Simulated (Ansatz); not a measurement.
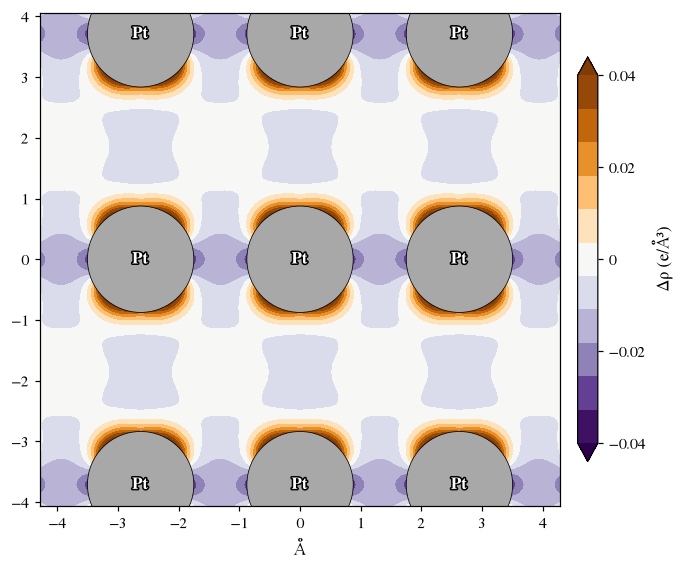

Pt. Difference of the valence pseudo-densities of two functionals at the same geometry, on the (011) plane of the calculation cell: HSE06 less PBE.

Both computed with Ansatz (plane waves, PAW), on the same k-point mesh. Grey discs cover the atomic cores.

```
Pt
1.0
     2.62555    0.00000    0.00000
     0.00000    2.62555    0.00000
     0.00000    0.00000    2.62555
Pt
1
Direct
  0.00000 0.00000 0.00000
```

Where does the change of functional move the electrons?

Against PBE, HSE06 gives less density in the space between the atoms (−0.003 e/Å³ on average) and a change of −0.015 e/Å³ at the midpoint of Pt–Pt.
